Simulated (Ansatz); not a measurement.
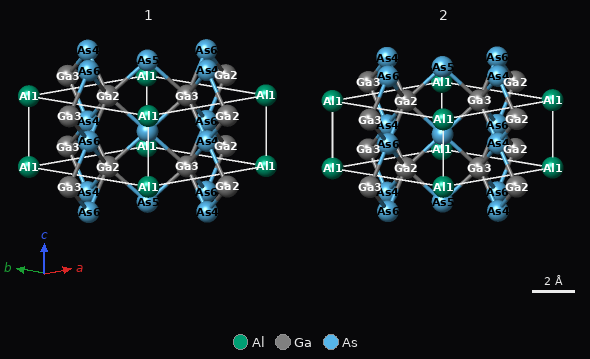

Two geometries of crystalline AlGa$_{2}$As$_{3}$ (a generated structure, set up in P6/mmm) (coarse preliminary run), drawn at one scale. One is the start of a relaxation, the other its converged end. Style: ball-and-stick. Shown: the cell of the calculation, from a free direction.

The calculation used DFT PBE, scalar-relativistic, plane waves, PAW in Ansatz 0.2.0. Settings: plane-wave cutoff 420 eV; k-point mesh 3 × 3 × 6; occupations gaussian; smearing width 0.1 eV; no spin polarisation; cell and atoms relaxed; force threshold 0.04 eV/Å; at most 70 steps.

### Which of the two is the end point?

Structure 1 is the relaxed one. No atom moves by more than 0.005 Å relative to the cell. The drawn cell changes as follows: a = b 6.177 → 6.658 Å (+7.8 %), c 3.431 → 3.601 Å (+4.9 %); the volume changes by +21.9 %. Some distances before and after: Ga2–As4 2.474 → 2.634 Å. The space group stays P6/mmm (No. 191). Over 3 accepted moves (4 points after the start) the energy falls by 168 meV per atom. All forces vanish by symmetry, so only the cell relaxes. Pressure: 15.43 GPa at the start and 0.03 GPa at the end. The SCF was repeated once at an unchanged geometry on a basis and grid sized afresh for the cell, which shifted the energy by 1.7 meV per atom at most. The run took 43 s on 1 thread of AMD EPYC (Zen 3), with other jobs on the host, peak memory 0.45 GiB.
